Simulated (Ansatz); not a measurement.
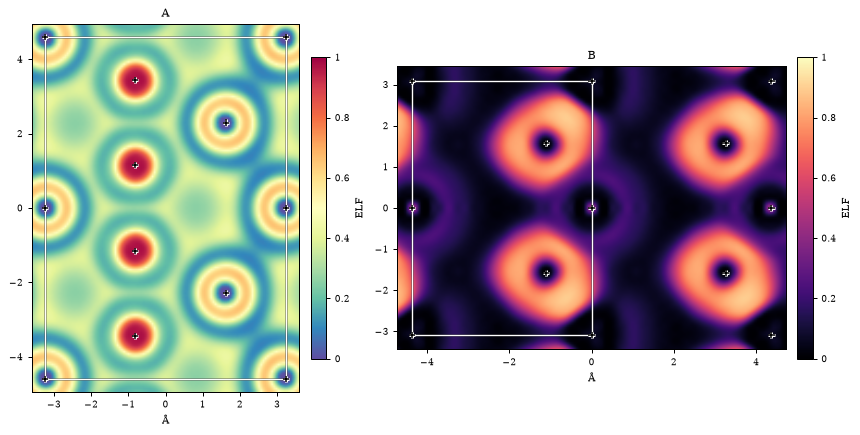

The electron localisation function of 2 systems, each on a plane through atoms (crosses mark nuclei in the plane).

Level of theory: DFT LDA, scalar-relativistic, plane waves, PAW in Ansatz.

System 1: TiCo₂, the (101) plane of the conventional cell. Space group Fd-3m; computed without spin polarisation.

```
Ti Co
1.0
     6.49483    0.00000    0.00000
     0.00000    6.49483    0.00000
     0.00000    0.00000    6.49483
Ti Co
8 16
Direct
  0.00000 0.00000 0.00000
  0.50000 0.50000 0.00000
  0.50000 0.00000 0.50000
  0.00000 0.50000 0.50000
  0.25000 0.25000 0.25000
  0.75000 0.75000 0.25000
  0.75000 0.25000 0.75000
  0.25000 0.75000 0.75000
  0.62500 0.12500 0.12500
  0.12500 0.62500 0.12500
  0.12500 0.12500 0.62500
  0.62500 0.62500 0.62500
  0.62500 0.37500 0.37500
  0.12500 0.87500 0.37500
  0.12500 0.37500 0.87500
  0.62500 0.87500 0.87500
  0.87500 0.37500 0.12500
  0.37500 0.87500 0.12500
  0.37500 0.37500 0.62500
  0.87500 0.87500 0.62500
  0.87500 0.12500 0.37500
  0.37500 0.62500 0.37500
  0.37500 0.12500 0.87500
  0.87500 0.62500 0.87500
```

System 2: Al₃GaN₄, the (011) plane of the conventional cell. Space group P-43m; a structure from a database of computed crystals, not necessarily the ambient phase.

```
Al Ga N
1.0
     4.37022    0.00000    0.00000
     0.00000    4.37022    0.00000
     0.00000    0.00000    4.37022
Al Ga N
3 1 4
Direct
  0.50000 0.50000 0.00000
  0.50000 0.00000 0.50000
  0.00000 0.50000 0.50000
  0.00000 0.00000 0.00000
  0.74489 0.74489 0.25511
  0.74489 0.25511 0.74489
  0.25511 0.74489 0.74489
  0.25511 0.25511 0.25511
```

> Which map belongs to which system?

Panel A is system 1, TiCo₂: the plane holds Ti and Co. Co–Co (2.30 Å): the ELF is about 0.25 at the midpoint: no shared electron pair shows on this line. Panel B is system 2, Al₃GaN₄: the plane holds Al, Ga and N. Al–N (1.88 Å): the ELF peaks at about 0.90 between the atoms: a shared but strongly polarised pair.
